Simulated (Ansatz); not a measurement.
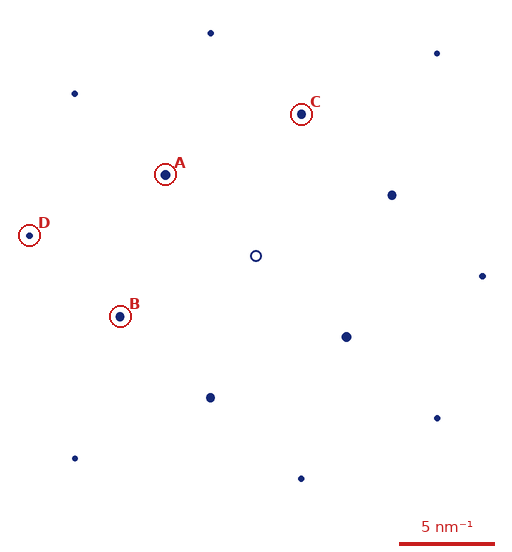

The pattern is a kinematic simulation for 80 kV electrons (no multiple scattering; isotropic B = 0.5 Å²). The zone axis points towards the electron source and the pattern is seen from the source side.

The sample is Ir, space group Im-3m (No. 229), a = 3.12 Å. Structure: coordinates from a relaxation with Ansatz, DFT, revPBE, plane waves (420 eV) with PAW, scalar-relativistic; the starting structure was generated, so it need not be a known form of this composition.

```csv
atom,site,symmetry,x,y,z
Ir,2a,m-3m,0.0000,0.0000,0.0000
```

Spot A is indexed 0 0 -2 and spot B -1 2 -1.

### What are the indices of the remaining marked spots?

C = A − B = 1 -2 -1 (d = 1.274 Å). D = A + B = -1 2 -3 (d = 0.834 Å).

### Which zone axis is this?

The cross product of A and B is parallel to [210]; every spot obeys hu + kv + lw = 0.
